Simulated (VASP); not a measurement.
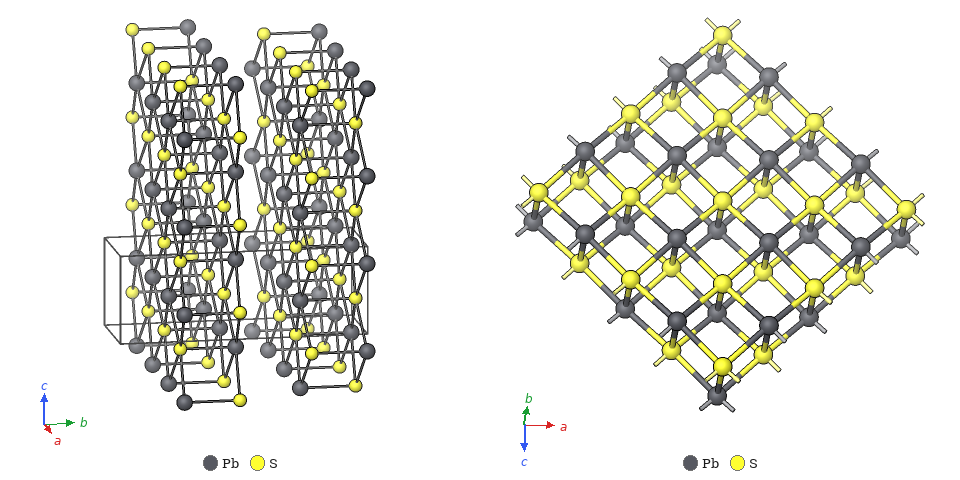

Left: the structure. Right: its underlying net. Nodes are coloured by element. One layer is drawn. Short stubs are edges that leave the cut-out.

System PbS (space group Cmcm, No. 63); source of the atomic positions: a cell listed in the Materials Project, as set up for an electronic-structure calculation.

Bonds are taken as Pb–S below 3.4 Å. The graph is simplified in the usual way: terminal and isolated atoms are pruned, two-connected atoms become edges.

The result is a uninodal 5-connected, two-periodic (layers) net: Pb and S are 5-connected nodes. The layers lie parallel to (010).

| node | links | point symbol | coordination sequence |
| --- | --- | --- | --- |
| Pb and S | 5 | 4^8.6^2 | 5 12 20 28 |
